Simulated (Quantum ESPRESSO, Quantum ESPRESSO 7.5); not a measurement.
# 1T-PbI2, 1 layer, stepped through biaxial strain

What law, if any, do the results for 1T-PbI2, 1 layer follow against biaxial strain?

Program: Quantum ESPRESSO 7.5. Level of theory: plane-wave DFT, PBE, GBRV ultrasoft pseudopotentials. Results are calculated unless marked as measured.

## Step 1: Starting point

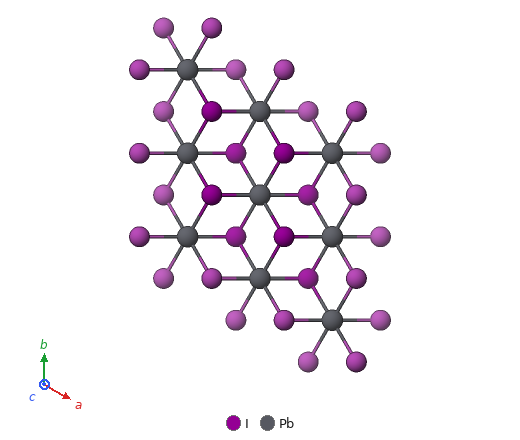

The cell as given, from above (iodine purple, lead dark grey). 2×2×1 cells are drawn. Some periodic images of atoms are drawn too.

The cell holds 3 atoms: 2 I and 1 Pb. Its edges and angles: a = 4.660 Å, b = 4.660 Å, c = 16.789 Å, α = 90.0°, β = 90.0°, γ = 120.0°. It derives from PbI2. Vacuum lies along c.

Set-up: Cell and atoms are first relaxed; each strained cell is then held and the atoms relax in it. A periodic run with 15 Å of vacuum in the starting cell gives the vacuum levels, and bands follow along a path. The bands are repeated with spin-orbit coupling and fully relativistic files.

Members -2, -1, 0, 1 and 2 took the same steps and show in the table alone.

## Step 2: Variable-cell relaxation of the reference

What the set-up leaves free in this member is relaxed.

Contents of ref.relax.in:

```
&control
  prefix = 'ref.relax'
  outdir = './out'
  pseudo_dir = './pseudo'
  nstep = 80
  forc_conv_thr = 0.0004
  calculation = 'vc-relax'
  etot_conv_thr = 1e-06
/
&system
  ibrav = 0
  nat = 3
  ntyp = 2
  ecutwfc = 50
  ecutrho = 250
  occupations = 'smearing'
  smearing = 'fd'
  degauss = 0.004
/
&electrons
  conv_thr = 1e-09
  mixing_beta = 0.4
  electron_maxstep = 120
  mixing_mode = 'plain'
/
&ions
/
&cell
  cell_dofree = '2Dxy'
  press_conv_thr = 0.3
/
ATOMIC_SPECIES
  I   126.9045  i_pbe_v1.uspp.F.UPF
  Pb  207.2000  pb_pbe_v1.uspp.F.UPF
CELL_PARAMETERS angstrom
  4.66000000000000 0.00000000000000 0.00000000000000
  -2.33000000000000 4.03567838163548 0.00000000000000
  0.00000000000000 0.00000000000000 16.78885438199983
ATOMIC_POSITIONS crystal
  I   0.666666666700 0.333333333300 0.446724941997
  Pb  0.000000000000 0.000000000000 0.500000000000
  I   0.333333333300 0.666666666700 0.553275058003
K_POINTS automatic
  6 6 1 0 0 0
```

Run with:

```bash
OMP_NUM_THREADS=1 mpirun -n 4 pw.x -nk 2 -in ref.relax.in > ref.relax.out
```

The log of the run:

```text
Program PWSCF v.7.5 starts
[citation notice left out]

     Parallel version (MPI & OpenMP), running on       4 processor cores
     Number of MPI processes:                 4
     Threads/MPI process:                     1

     MPI processes distributed on     1 nodes
[...]
Current dimensions of program PWSCF are:
     Max number of different atomic species (ntypx) = 10
     Max number of k-points (npk) =  40000
     Max angular momentum in pseudopotentials (lmaxx) =  4
     Message from routine setup:
     using ibrav=0 with symmetry is DISCOURAGED, use correct ibrav instead

     K-points division:     npool     =       2
     R & G space division:  proc/nbgrp/npool/nimage =       2
     Subspace diagonalization in iterative solution of the eigenvalue problem:
     a serial algorithm will be used

     Parallelization info
     --------------------
     sticks:   dense  smooth     PW     G-vecs:    dense   smooth      PW
     Min         672     534    150                71110    50850    7736
     Max         673     535    151                71117    50861    7749
     Sum        1345    1069    301               142227   101711   15485

     Using Slab Decomposition

     bravais-lattice index     =            0
     lattice parameter (alat)  =       8.8061  a.u.
     unit-cell volume          =    2130.6893 (a.u.)^3
     number of atoms/cell      =            3
     number of atomic types    =            2
     number of electrons       =        28.00
     number of Kohn-Sham states=           18
     kinetic-energy cutoff     =      50.0000  Ry
     charge density cutoff     =     250.0000  Ry
     scf convergence threshold =      1.0E-09
     mixing beta               =       0.4000
     number of iterations used =            8  plain     mixing
     energy convergence thresh.=      1.0E-06
     force convergence thresh. =      4.0E-04
     press convergence thresh. =      3.0E-01
     Exchange-correlation= SLA  PW   PBE  PBE
                           (   1   4   3   4   0   0   0)
     nstep                     =           80

     celldm(1)=   8.806124  celldm(2)=   0.000000  celldm(3)=   0.000000
     celldm(4)=   0.000000  celldm(5)=   0.000000  celldm(6)=   0.000000

     crystal axes: (cart. coord. in units of alat)
               a(1) = (   1.000000   0.000000   0.000000 )
               a(2) = (  -0.500000   0.866025   0.000000 )
               a(3) = (   0.000000   0.000000   3.602758 )

     reciprocal axes: (cart. coord. in units 2 pi/alat)
               b(1) = (  1.000000  0.577350 -0.000000 )
               b(2) = (  0.000000  1.154701  0.000000 )
               b(3) = (  0.000000 -0.000000  0.277565 )

     PseudoPot. # 1 for I  read from file:
     ./pseudo/i_pbe_v1.uspp.F.UPF
     Pseudo is Ultrasoft + core correction, Zval =  7.0
     Generated by new atomic code, or converted to UPF format
     Using radial grid of  893 points,  6 beta functions with:
                l(1) =   0
                l(2) =   0
                l(3) =   1
                l(4) =   1
                l(5) =   2
                l(6) =   2
     Q(r) pseudized with  8 coefficients,  rinner =    1.500   1.500   1.500
                                                       1.500   1.500

     PseudoPot. # 2 for Pb read from file:
     ./pseudo/pb_pbe_v1.uspp.F.UPF
     Pseudo is Ultrasoft + core correction, Zval = 14.0
     Generated by new atomic code, or converted to UPF format
     Using radial grid of  899 points,  6 beta functions with:
                l(1) =   0
                l(2) =   0
                l(3) =   1
                l(4) =   1
                l(5) =   2
                l(6) =   2
     Q(r) pseudized with  6 coefficients,  rinner =    1.000   1.000   1.000
                                                       1.000   1.000

     atomic species   valence    mass     pseudopotential
     I                 7.00   126.90450     I ( 1.00)
     Pb               14.00   207.20000     Pb( 1.00)

     12 Sym. Ops., with inversion, found

   Cartesian axes

     site n.     atom                  positions (alat units)
         1        I      tau(   1) = (   0.5000000   0.2886751   1.6094421  )
         2        Pb     tau(   2) = (   0.0000000   0.0000000   1.8013792  )
         3        I      tau(   3) = (  -0.0000000   0.5773503   1.9933164  )

     number of k points=     7  Fermi-Dirac smearing, width (Ry)=  0.0040
                       cart. coord. in units 2pi/alat
        k(    1) = (   0.0000000   0.0000000   0.0000000), wk =   0.0555556
        k(    2) = (   0.0000000   0.1924501   0.0000000), wk =   0.3333333
        k(    3) = (   0.0000000   0.3849002   0.0000000), wk =   0.3333333
        k(    4) = (   0.0000000  -0.5773503   0.0000000), wk =   0.1666667
        k(    5) = (   0.1666667   0.2886751   0.0000000), wk =   0.3333333
        k(    6) = (   0.1666667   0.4811252   0.0000000), wk =   0.6666667
        k(    7) = (   0.3333333   0.5773503   0.0000000), wk =   0.1111111

     Dense  grid:   142227 G-vectors     FFT dimensions: (  45,  45, 160)

     Smooth grid:   101711 G-vectors     FFT dimensions: (  40,  40, 144)

     Estimated max dynamical RAM per process >     171.09 MB

     Estimated total dynamical RAM >     649.64 MB

     Check: negative core charge=   -0.000002

     Initial potential from superposition of free atoms

     starting charge      27.9974, renormalised to      28.0000

     negative rho (up, down):  1.882E-02 0.000E+00
     Starting wfcs are   17 randomized atomic wfcs +    1 random wfcs

     total cpu time spent up to now is        1.1 secs

     per-process dynamical memory:    59.3 Mb

     Self-consistent Calculation

     iteration #  1     ecut=    50.00 Ry     beta= 0.40
     Davidson diagonalization with overlap
     ethr =  1.00E-02,  avg # of iterations =  5.3

     Threshold (ethr) on eigenvalues was too large:
     Diagonalizing with lowered threshold

     Davidson diagonalization with overlap
     ethr =  1.20E-04,  avg # of iterations =  3.9

     negative rho (up, down):  1.870E-02 0.000E+00

     total cpu time spent up to now is        3.5 secs

     total energy              =    -295.32003062 Ry
     estimated scf accuracy    <       0.03300623 Ry

     iteration #  2     ecut=    50.00 Ry     beta= 0.40
[...]
negative rho (up, down):  1.884E-02 0.000E+00

[...]
total energy              =    -295.32400821 Ry
     estimated scf accuracy    <       0.00317651 Ry

     iteration #  3     ecut=    50.00 Ry     beta= 0.40
[...]
-2.412577860   4.178707431   0.000000000
   0.000000000   0.000000000  16.788854382

ATOMIC_POSITIONS (crystal)
I                0.6666666667        0.3333333333        0.4358576195
Pb              -0.0000000000       -0.0000000000        0.5000000000
I                0.3333333333        0.6666666667        0.5641423805

[...]
NEW-OLD atomic charge density approx. for the potential
     New effective cutoffs (rho, wfc):  249.21   49.86

     Check: negative core charge=   -0.000002

     negative rho (up, down):  1.956E-02 0.000E+00

     total cpu time spent up to now is       32.7 secs

     per-process dynamical memory:    66.4 Mb

     Self-consistent Calculation

     iteration #  1     ecut=    50.00 Ry     beta= 0.40
     Davidson diagonalization with overlap
     ethr =  1.00E-06,  avg # of iterations = 12.0

     negative rho (up, down):  1.933E-02 0.000E+00

     total cpu time spent up to now is       35.3 secs

     total energy              =    -295.48803969 Ry
     estimated scf accuracy    <       0.00086824 Ry

[...]
iteration #  9     ecut=    50.00 Ry     beta= 0.40
[...]
negative rho (up, down):  1.902E-02 0.000E+00

[...]
End of self-consistent calculation

[...]
the Fermi energy is    -0.8540 ev

!    total energy              =    -295.48819235 Ry
     estimated scf accuracy    <          5.0E-10 Ry
     smearing contrib. (-TS)   =      -0.00000000 Ry
     internal energy E=F+TS    =    -295.48819235 Ry

     The total energy is F=E-TS. E is the sum of the following terms:
     one-electron contribution =    -505.11834080 Ry
     hartree contribution      =     260.57343558 Ry
     xc contribution           =    -160.48801933 Ry
     ewald contribution        =     109.54473220 Ry

     convergence has been achieved in   9 iterations

     negative rho (up, down):  1.902E-02 0.000E+00

     Forces acting on atoms (cartesian axes, Ry/au):

     atom    1 type  1   force =     0.00000000    0.00000000   -0.09371502
     atom    2 type  2   force =    -0.00000000    0.00000000    0.00000000
     atom    3 type  1   force =    -0.00000000   -0.00000000    0.09371502

     Total force =     0.132533     Total SCF correction =     0.000015

     Computing stress (Cartesian axis) and pressure

     negative rho (up, down):  1.902E-02 0.000E+00
          total   stress  (Ry/bohr**3)                   (kbar)     P=       39.65
   0.00032097  -0.00000000   0.00000000           47.22       -0.00        0.00
  -0.00000000   0.00032097   0.00000000           -0.00       47.22        0.00
  -0.00000000  -0.00000000   0.00016660           -0.00       -0.00       24.51

     Energy error            =      7.1E-02 Ry
     Gradient error          =      9.4E-02 Ry/Bohr
     Cell gradient error     =      4.7E+01 kbar

     number of scf cycles    =   3
     number of bfgs steps    =   2

     enthalpy           old  =    -295.4171484087 Ry
     enthalpy           new  =    -295.4881923501 Ry

     CASE: enthalpy          _new < enthalpy          _old

     new trust radius        =       0.2708988338 bohr
     new conv_thr            =       0.0000000010 Ry

     new unit-cell volume =   2395.27266 a.u.^3 (   354.94279 Ang^3 )
     density =      2.15675 g/cm^3

CELL_PARAMETERS (angstrom)
   4.940868905   0.000000000   0.000000000
  -2.470434453   4.278917989   0.000000000
   0.000000000   0.000000000  16.788854382

ATOMIC_POSITIONS (crystal)
I                0.6666666667        0.3333333333        0.4273190089
Pb              -0.0000000000       -0.0000000000        0.5000000000
I                0.3333333333        0.6666666667        0.5726809911

[...]
NEW-OLD atomic charge density approx. for the potential
     New effective cutoffs (rho, wfc):  249.01   49.77

     Check: negative core charge=   -0.000002

     negative rho (up, down):  1.920E-02 0.000E+00

     total cpu time spent up to now is       48.6 secs

     per-process dynamical memory:    66.4 Mb

[...]
!    total energy              =    -295.55327744 Ry
[...]
Total force =     0.078554     Total SCF correction =     0.000032
[...]
number of bfgs steps    =   3
[...]
new trust radius        =       0.3295342288 bohr
[...]
!    total energy              =    -295.58770977 Ry
[...]
Total force =     0.031279     Total SCF correction =     0.000055
[...]
number of bfgs steps    =   4
[...]
new trust radius        =       0.1497640831 bohr
[...]
!    total energy              =    -295.59231961 Ry
[...]
Total force =     0.015123     Total SCF correction =     0.000021
[...]
number of bfgs steps    =   5
[...]
new trust radius        =       0.0637365745 bohr
[...]
!    total energy              =    -295.59299288 Ry
[...]
Total force =     0.009437     Total SCF correction =     0.000002
[...]
number of bfgs steps    =   6
[...]
new trust radius        =       0.0399127095 bohr
[...]
!    total energy              =    -295.59341352 Ry
[...]
Total force =     0.006740     Total SCF correction =     0.000005
[...]
number of bfgs steps    =   7
[...]
new trust radius        =       0.0439039805 bohr
[...]
!    total energy              =    -295.59403426 Ry
[...]
Total force =     0.004434     Total SCF correction =     0.000003
[...]
number of bfgs steps    =   8
[...]
new trust radius        =       0.0658559707 bohr
[...]
!    total energy              =    -295.59514672 Ry
[...]
Total force =     0.001543     Total SCF correction =     0.000003
[...]
number of bfgs steps    =   9
[...]
new trust radius        =       0.0987839561 bohr
[...]
!    total energy              =    -295.59696643 Ry
[...]
Total force =     0.002122     Total SCF correction =     0.000001
[...]
number of bfgs steps    =  10
[...]
new trust radius        =       0.1481759342 bohr
[...]
!    total energy              =    -295.59971574 Ry
[...]
Total force =     0.006866     Total SCF correction =     0.000002
[...]
number of bfgs steps    =  11
[...]
new trust radius        =       0.2222639013 bohr
[...]
!    total energy              =    -295.60281389 Ry
[...]
Total force =     0.011536     Total SCF correction =     0.000018
[...]
number of bfgs steps    =  12
[...]
new trust radius        =       0.3333958519 bohr
[...]
!    total energy              =    -295.60562301 Ry
[...]
Total force =     0.013796     Total SCF correction =     0.000007
[...]
number of bfgs steps    =  13
[...]
new trust radius        =       0.1034384317 bohr
[...]
!    total energy              =    -295.60691046 Ry
[...]
Total force =     0.007985     Total SCF correction =     0.000005
[...]
number of bfgs steps    =  14
[...]
new trust radius        =       0.0804467486 bohr
[...]
Self-consistent Calculation

     iterati
[key lines of the parts left out:]
the Fermi energy is    -1.1572 ev
convergence has been achieved in   8 iterations
```

Elapsed: 4.9 min, on 4 MPI ranks of Arm Neoverse V1, shared host; peak memory 0.79 GiB; 19 min of CPU time.

Relaxation path:

| step | energy less that of the first step (eV) | largest force (eV/Å) | volume (Å³) |
| --- | --- | --- | --- |
| 1 | 0.0000 | 4.2213 | 315.74 |
| 2 | -1.2588 | 3.2603 | 326.95 |
| 3 | -2.2254 | 2.4095 | 338.51 |
| 4 | -3.1109 | 1.4281 | 354.94 |
| 5 | -3.5794 | 0.5687 | 373.83 |
| 6 | -3.6421 | 0.2749 | 381.38 |
| 7 | -3.6512 | 0.1716 | 383.55 |
| 8 | -3.6570 | 0.1225 | 383.69 |
| 9 | -3.6654 | 0.0806 | 382.73 |
| 10 | -3.6805 | 0.0281 | 380.04 |
| 11 | -3.7053 | 0.0386 | 374.43 |
| 12 | -3.7427 | 0.1248 | 363.81 |
| 13 | -3.7849 | 0.2097 | 347.67 |
| 14 | -3.8231 | 0.2508 | 324.15 |
| 15 | -3.8406 | 0.1452 | 317.02 |
| 16 | -3.8472 | 0.0078 | 315.72 |
| 17 | -3.8473 | 0.0005 | 316.49 |
| 18 | -3.8473 | 0.0000 | 316.47 |
| 19 | -3.8473 | 0.0001 | 316.47 |

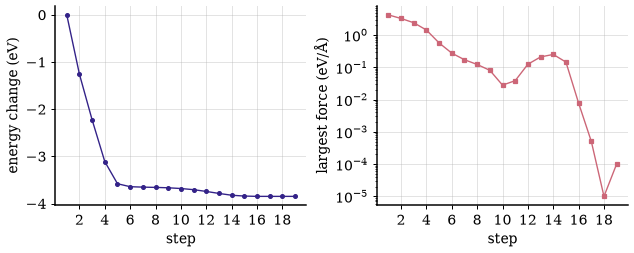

Energy and largest force along the relaxation.

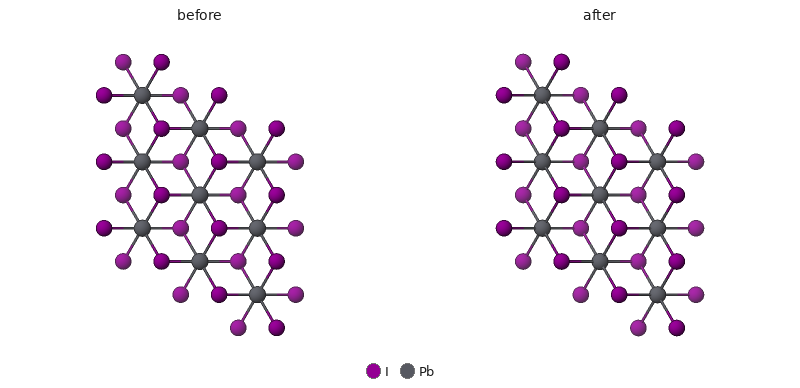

The structure before and after the relaxation, drawn at the same scale.

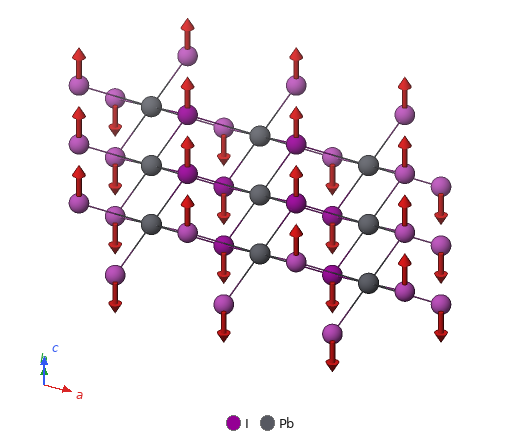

Displacements in the relaxation, exaggerated, measured against the changing cell; the longest in the cell stands for 0.97 Å. 2×2×1 cells are drawn. Some periodic images of atoms are drawn too.

| cell as run | before | after | change |
| --- | --- | --- | --- |
| a (Å) | 4.660 | 4.665 | +0.1 % |
| b (Å) | 4.660 | 4.665 | +0.1 % |

The atoms that moved most (Å, along periodic axes as changes of fractional coordinates times the final cell, across vacuum about the mean position):

| atom | dx | dy | dz | length |
| --- | --- | --- | --- | --- |
| I3 | 0.000 | 0.000 | 0.968 | 0.968 |
| I1 | 0.000 | 0.000 | -0.968 | 0.968 |

Final coordinates:

```xyz
3
Lattice="4.6655 0.0000 0.0000 -2.3327 4.0404 0.0000 0.0000 0.0000 16.7889" Properties=species:S:1:pos:R:3
I     2.3327    1.3468    6.5324
Pb    0.0000    0.0000    8.3944
I     0.0000    2.6936   10.2565
```

 The last row is no step: it is a fresh SCF in the final cell with a new plane-wave basis, -0 meV from the row before.

This step gave:

| Quantity | Value |
| --- | --- |
| free energy | -4021.9436 eV |
| Fermi energy | -1.175 eV |

(Continued in part 2 of 9.)

[Logs are printed without paths, hosts, clocks, repeated set-up lines and the standing remarks that a program may print on its own settings, such as how far it seeks lower states.]

[Hosts, paths, dates, database ids (printed as entryN), source tags and the programs' standing remarks are cut or masked in the printed files.]

[Maps of the electrostatic potential energy from Ansatz leave out the sawtooth potential of an applied field or a dipole correction, so their vacuum need not be flat; planar profiles and work functions include it.]
